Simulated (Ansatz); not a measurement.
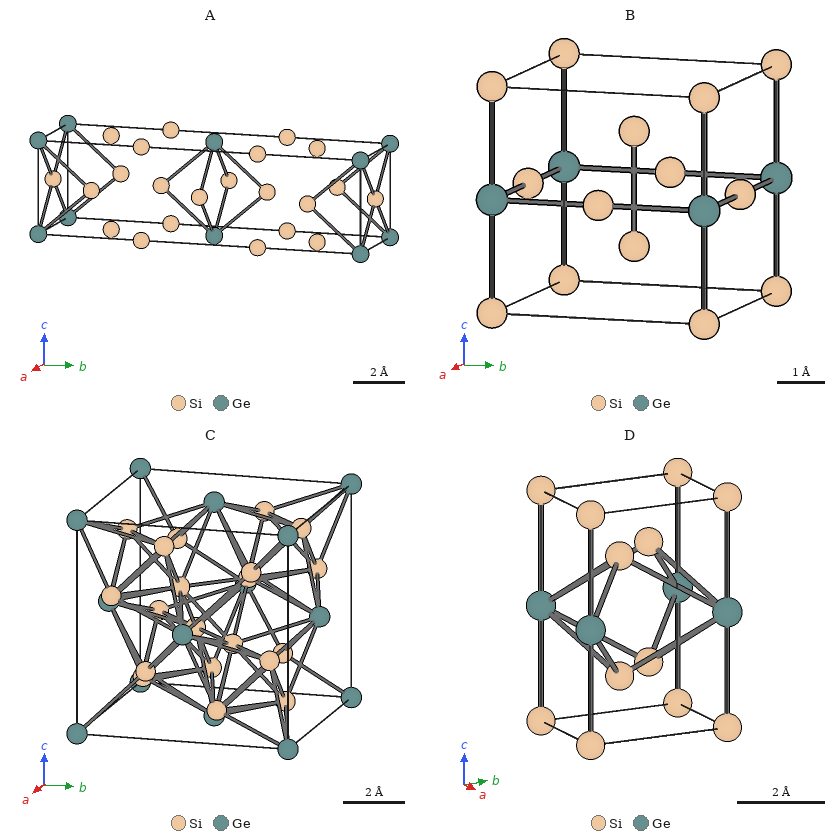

Four structures of Si$_{5}$Ge, each relaxed to rest (conventional cells in solid outline, small ones repeated, each panel with its own scale). Method: Ansatz 0.2.0, DFT PBE, scalar-relativistic, plane waves, PAW, without spin polarisation.

### What are the structures shown?

A: 12 atoms a cell on a base-centred orthorhombic lattice, Cmmm; B: 6 atoms a cell on a primitive tetragonal lattice, P4/mmm; C: 24 atoms a cell on a face-centred cubic lattice, F-43m; D: 6 atoms a cell on a primitive hexagonal lattice, P6/mmm.

### Rank them by energy, lowest first.

D, then A (+39 meV/atom), C (+88 meV/atom) and B (+288 meV/atom), energies at zero smearing.

### Collect the results in a table.

| panel | structure | E − E(lowest) (meV/atom) | volume (Å³/atom) | gap (eV) |
| --- | --- | --- | --- | --- |
| D | P6/mmm | 0 | 15.6 | metal |
| A | Cmmm | 39 | 15.6 | metal |
| C | F-43m | 88 | 15.9 | metal |
| B | P4/mmm | 288 | 19.1 | metal |

Some of these may be structure types tried for this composition rather than known phases, and the most stable form need not be among them. Gaps are taken on the k-mesh or band path of each run.
